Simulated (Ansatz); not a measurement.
## NaI: an electron-density study

Space group Pmma. The cell comes from a database of computed structures, not from a measurement.

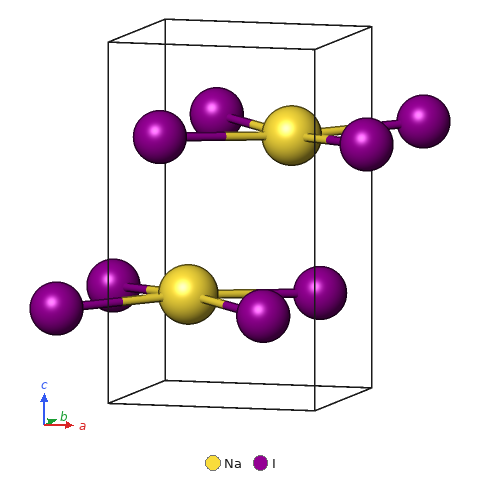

The conventional cell.

Input file:

```
crystal:
  lattice:
    - [4.6222093067, 0.0, 0.0]
    - [0.0, 4.2697016003, 0.0]
    - [0.0, 0.0, 7.798384]
  atoms:
    - { symbol: Na, position: [0.25, 0.5, 0.275031] }
    - { symbol: Na, position: [0.75, 0.5, 0.724969] }
    - { symbol: I, position: [0.25, 0.0, 0.742427] }
    - { symbol: I, position: [0.75, 0.0, 0.257573] }
basis:
  ecutwfc: 420
  fft_grid_basis: typed
kpoints:
  mp_grid: { grid: [6, 8, 4] }
hamiltonian:
  xc: pbe
scf:
  occupations: { method: gaussian, width: 0.05 }
output:
  forces: true
  stress: true
  eigenvalues: true
  bader: true
  write_density: true
  volumetric_format: npy
  elf: true
```

Launched as:

```sh
ansatz run input.yaml --threads 1 --pin off --max-ram 2560MiB --backend cpu --events-out ev --progress --plain --runs-dir out
```

The picture shows the conventional cell (a = 4.62 Å, b = 4.27 Å, c = 7.80 Å, α = 90.00°, β = 90.00°, γ = 90.00°).

The calculation used DFT PBE, scalar-relativistic, plane waves, PAW (Ansatz).

Core electrons are frozen (PAW), so the maps are meaningful between the atoms, not at the nuclei.

### 1. Bonding charge

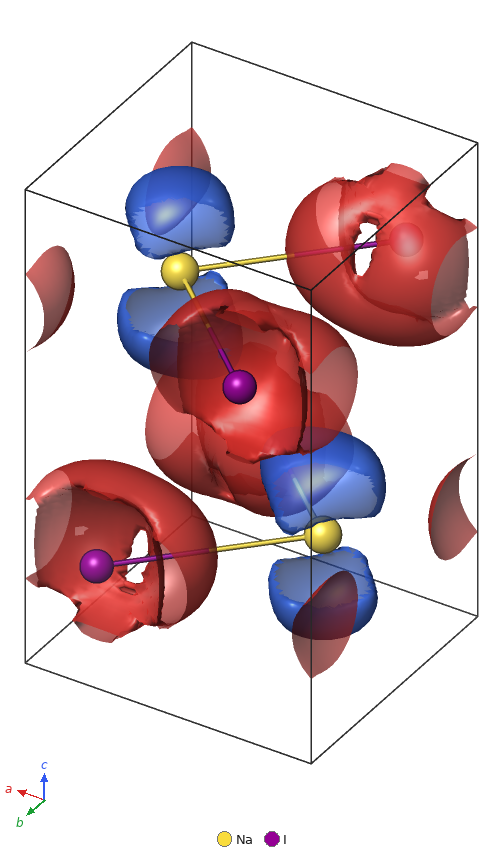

Deformation density (self-consistent density less superposed neutral spherical atoms): red surfaces at +0.015 and blue ones at −0.015 e/Å³, in the conventional cell seen at an oblique angle (the regions close to the nuclei are left out). Cores are masked to 1.0 Å (Na) and 0.9 Å (I).

Question: Where does charge go when the atoms form this crystal?

Answer: I–Na (3.15 Å): Δρ is +0.02 e/Å³ at the midpoint, so little or no bond charge builds up halfway.
- Over the whole cell, outside the masked cores, the largest gain, 0.03 e/Å³, lies 1.2 Å from an iodine nucleus, and the largest loss, 0.018 e/Å³, lies 1.2 Å from a sodium nucleus.
- The rearranged charge, half the integral of |Δρ|, is about 0.16 e an atom.
- Bader charges: Na +0.86 and I −0.86 e.

### 2. States by energy

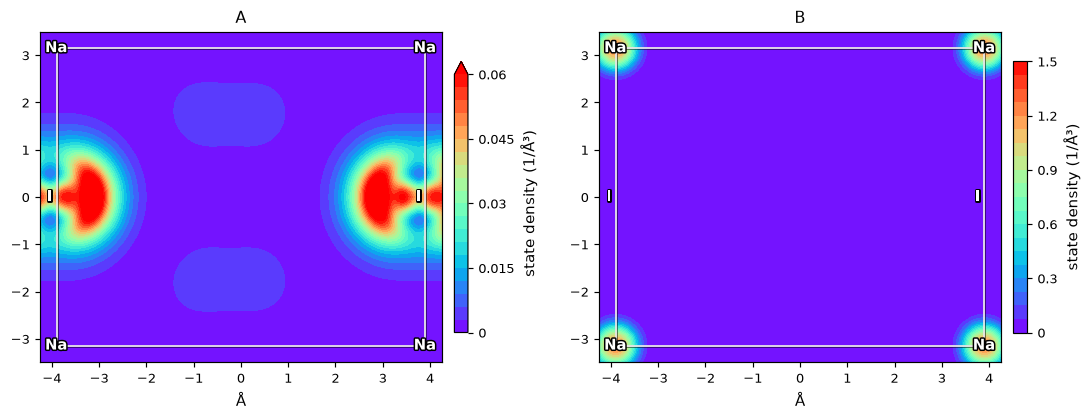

NaI: densities of the states in two energy windows, on the (110) plane of the conventional cell.

Question: The windows, about the valence-band maximum, are −23.26 to −23.16 eV and −0.6 to 0.0 eV. Which panel shows which?

Answer: Panel A: −0.6 to 0.0 eV, the top of the valence band, mainly I 5p (over 95 %).
Panel B: −23.26 to −23.16 eV, a separate group of bands (semicore or deep states), mainly Na 2p (over 95 %).
The characters are Löwdin shares on a minimal set of atomic orbitals.

### 3. Moving an atom

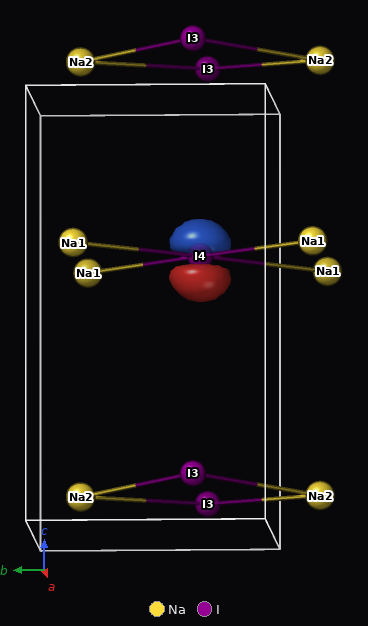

NaI: one atom of the 4-atom cell (and its periodic copies) was moved a little. Density after less density before, blue at +1.5 and red at −1.5 e/Å³, seen at an oblique angle; cell a = 4.62 Å, b = 4.27 Å, c = 7.80 Å, α = 90.00°, β = 90.00°, γ = 90.00°. The lobes lie largely inside the PAW sphere, where the density is a smoothed one.

Question: Find the displaced atom and its direction.

Answer: I4 moved towards the blue lobe, upwards in the picture. In the run the shift was 0.15 Å along [0 0 1] in the axes of the cell drawn.

Question: What restoring force does the calculation give for this move?

Answer: The force on it changes by 0.08 eV/Å along the move, against it: a stiffness of about 0.52 eV/Å² for this sublattice shift.

### 4. Change of volume

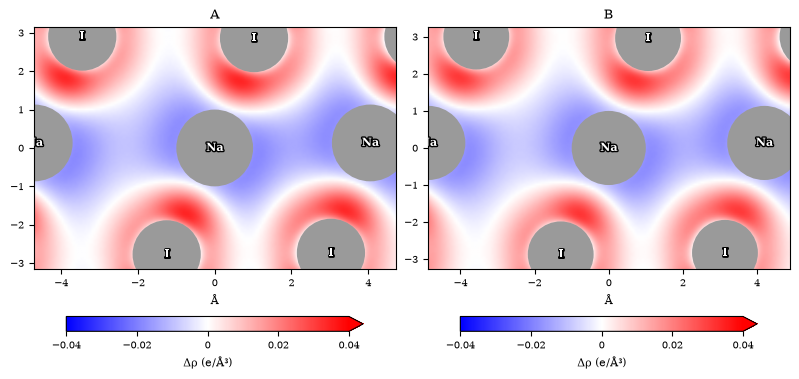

NaI: deformation density on the (111) plane of the conventional cell at two volumes, with the same fractional coordinates and one colour scale. Grey discs cover the cores. Panel A has 90 % of the volume of panel B.

Question: What changes between the database cell and the scaled one?

Answer: From B to A, I–Na goes from 3.15 to 3.04 Å, and Δρ at its midpoint from +0.020 to +0.022 e/Å³.
The pressure is 0.1 GPa in B and 2.0 GPa in A.
Bader charges in B: Na +0.86 and I −0.86 e; in A: Na +0.85 and I −0.85 e.
The rearranged charge is 0.16 e an atom in B and 0.15 e in A.

### 5. Putting it together

Charge passes from Na (Pauling electronegativity 0.93) to I (2.66), the direction that the scale predicts; the Bader charges fall short of whole formal charges, as they usually do. The two pressures give a mean stiffness −ΔP/Δln V of about 17 GPa over this range, with the atoms held at their fractional positions.

Run times: 39 s (base cell), 17 s (state densities), 44 s (moved atom) and 43 s (scaled cell), on 1 thread of Arm Neoverse V1, with other jobs on the host.
